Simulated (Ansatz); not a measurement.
**Co: density, localisation and related maps**

```xyz
4
Lattice="-1.2276 2.1263 0.0000 0.0000 0.0000 -7.9648 -1.2276 -2.1263 0.0000" Properties=species:S:1:pos:R:3 pbc="T T T"
Co    0.0000    0.0000    0.0000
Co   -1.2983   -0.7794   -5.9736
Co    0.0000    0.0000   -3.9824
Co   -1.1569    0.7794   -1.9912
```

Space group P2₁/m; a structure from a database of computed crystals, not necessarily the ambient phase; spin-polarised.

The calculation used Ansatz 0.2.0, DFT PBEsol, scalar-relativistic, plane waves, PAW.

Core electrons are frozen (PAW), and the valence fields are smoothed inside the atomic spheres.

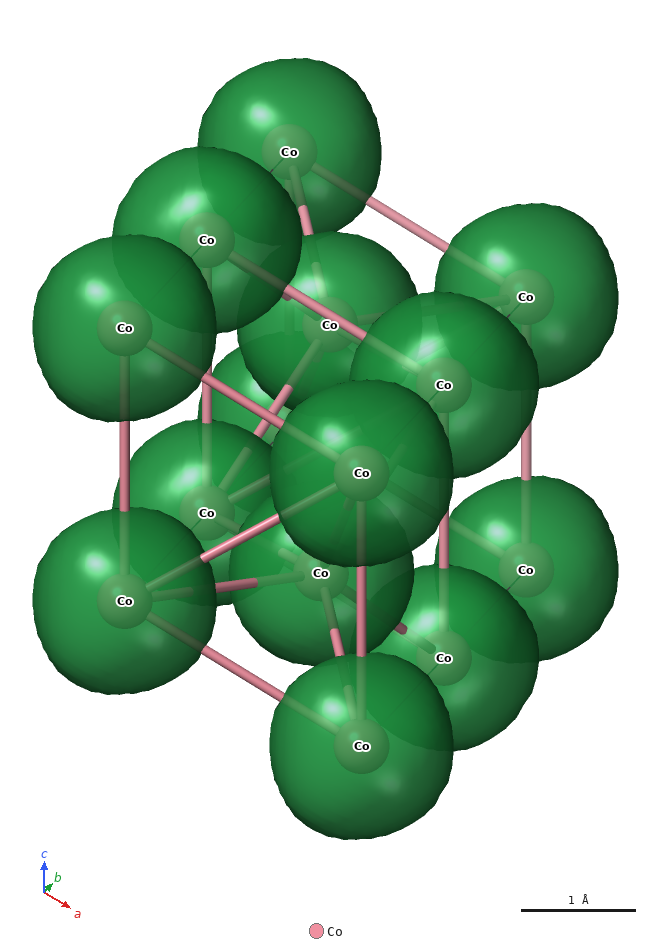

Figure 1. Isosurface of the spin density (up minus down) at +0.1 e/Å³ (green), seen slightly off an axis. Sticks mark near contacts.

> Which atoms carry the moments, and with what signs?

The spin density sits on Co: +1.7 μB (×4) in one cell of 4 atoms: parallel main moments (a ferromagnetic arrangement) in this solution. The cell of the calculation (4 atoms) carries 6.4 μB of net spin moment.

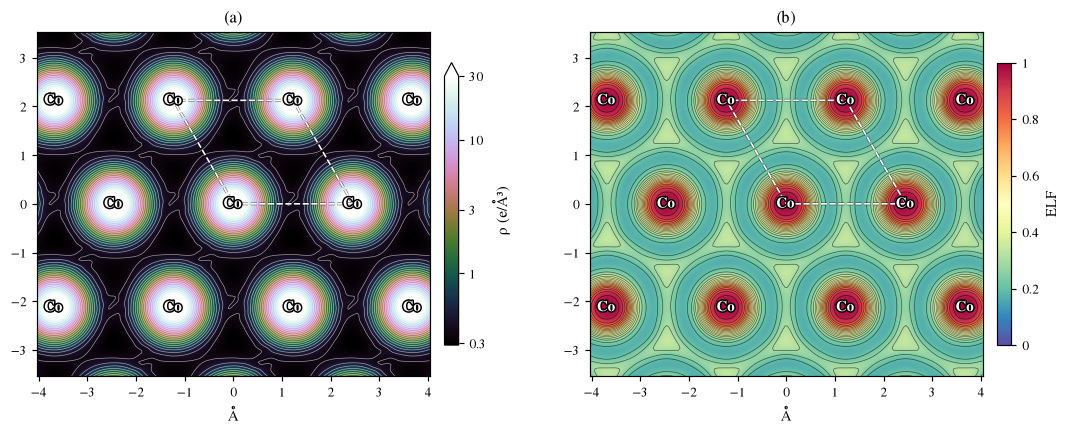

Figure 2. (a) valence pseudo-density; (b) ELF on the (010) plane of the conventional cell.

> Read the bonding off the picture.

Atoms in the plane: Co. Co–Co (2.46 Å): the density is about 0.38 e/Å³ at the midpoint; the ELF is about 0.25 at the midpoint; no localised pair shows between them. Between the atoms the lowest density in this plane is 0.29 e/Å³. The features right at Co lie inside the PAW spheres, where the map follows smoothed inner orbitals and isn't to be read closely.

> Does the calculation give a band gap?

It is gapless in this calculation (a metal or semimetal).
